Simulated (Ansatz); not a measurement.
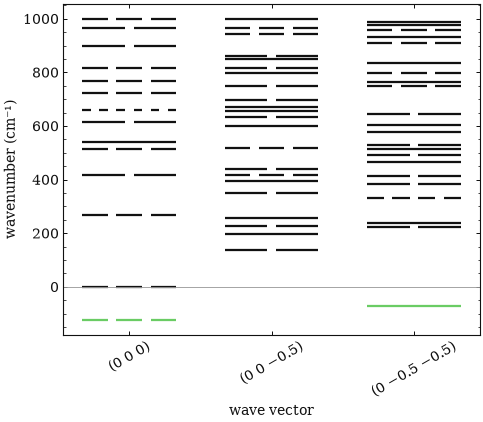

The figure shows the phonon frequencies at several wave vectors (in fractions of the reciprocal vectors of the given cell) for CaB₁₂, space group Fm-3m (No. 225) (cell built by us, not taken from a database). Imaginary frequencies are drawn as negative.

Structure:
```
CELL_PARAMETERS angstrom
0.00000 3.75713 3.75713
3.75713 0.00000 3.75713
3.75713 3.75713 0.00000
ATOMIC_POSITIONS crystal
Ca 0.00000 0.00000 0.00000
B 0.83632 0.50000 0.50000
B 0.83632 0.50000 0.16368
B 0.50000 0.83632 0.16368
B 0.50000 0.83632 0.50000
B 0.16368 0.50000 0.50000
B 0.50000 0.16368 0.50000
B 0.50000 0.16368 0.83632
B 0.16368 0.50000 0.83632
B 0.16368 0.83632 0.50000
B 0.50000 0.50000 0.83632
B 0.50000 0.50000 0.16368
B 0.83632 0.16368 0.50000
```

How it was computed, with Ansatz 0.2.0: harmonic phonon frequencies at the irreducible points of a q mesh with atoms at rest in the given cell, q in fractions of the reciprocal cell vectors, no long-range term at q = 0, imaginary frequencies are negative, the first points where there are many; plane waves with PAW datasets. Level: PBE, no spin polarisation.

wave cutoff 420 eV; k mesh 10×10×10; occupations Fermi–Dirac; smearing width 0.15 eV; pressure 0 GPa; phonon method linear response; q mesh 2×2×2.

What do the frequencies say about stability?

Four modes are imaginary at (0 0 0) and (0 −0.5 −0.5), the softest at 124.5i cm⁻¹, so the structure is dynamically unstable.

Where does the highest mode lie?

The highest mode among the wave vectors computed lies at 999.9 cm⁻¹, at (0 0 −0.5).

Keep in mind: metal sensitive to the k mesh; vibrations at or below zero.
